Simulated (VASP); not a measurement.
Consider CuO.

Input

```
PREC     = Accurate       # precision mode
ENCUT    = 520            # plane-wave cutoff, eV
EDIFF    = 1E-7           # SCF threshold, eV
ISMEAR   = -1             # smearing method
SIGMA    = 0.05           # smearing width, eV
LREAL    = F              # projectors in reciprocal space
LASPH    = T              # aspherical terms in the spheres
NELM     = 100            # most SCF steps
ALGO     = Normal         # electronic algorithm
ISIF     = 2              # what is computed and relaxed
LWAVE    = F              # write WAVECAR
LCHARG   = T              # write CHGCAR
GGA      = PS             # functional
LVHAR    = T            
NBANDS   = 34             # bands
KPAR     = 2
```

Run with:

```sh
cat potpaw_PBE.64/Cu/POTCAR potpaw_PBE.64/O/POTCAR > POTCAR
mpirun -np 2 vasp_std > vasp.out
```

Below, planes, directions and counts refer to the conventional cell (a = 4.16 Å, b = 4.16 Å, c = 3.89 Å, α = 90.00°, β = 90.00°, γ = 90.00°).

Space group P4/mmm; a structure from a database of computed crystals, not necessarily the ambient phase; computed pressure about −5 GPa in this cell.

Level of theory: Kohn-Sham DFT of a periodic cell, PBEsol, VASP PAW PBE potentials, recommended (VASP 6.6.1).

> What can the converged valence pseudo-density tell about the bonding?

Cu–O (2.08 Å): ρ is about 0.46 e/Å³ halfway.

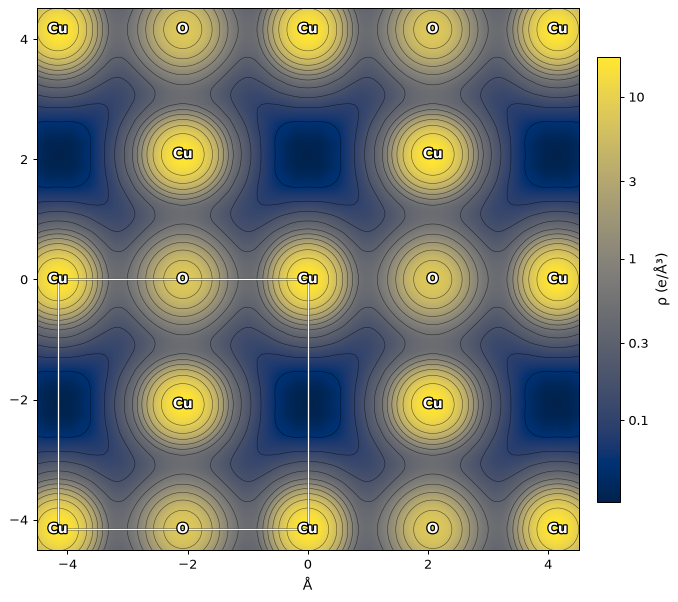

Computed valence pseudo-density on the (001) plane of the conventional cell. 

In a PAW calculation such maps are meaningful between the atoms, not at the nuclei.
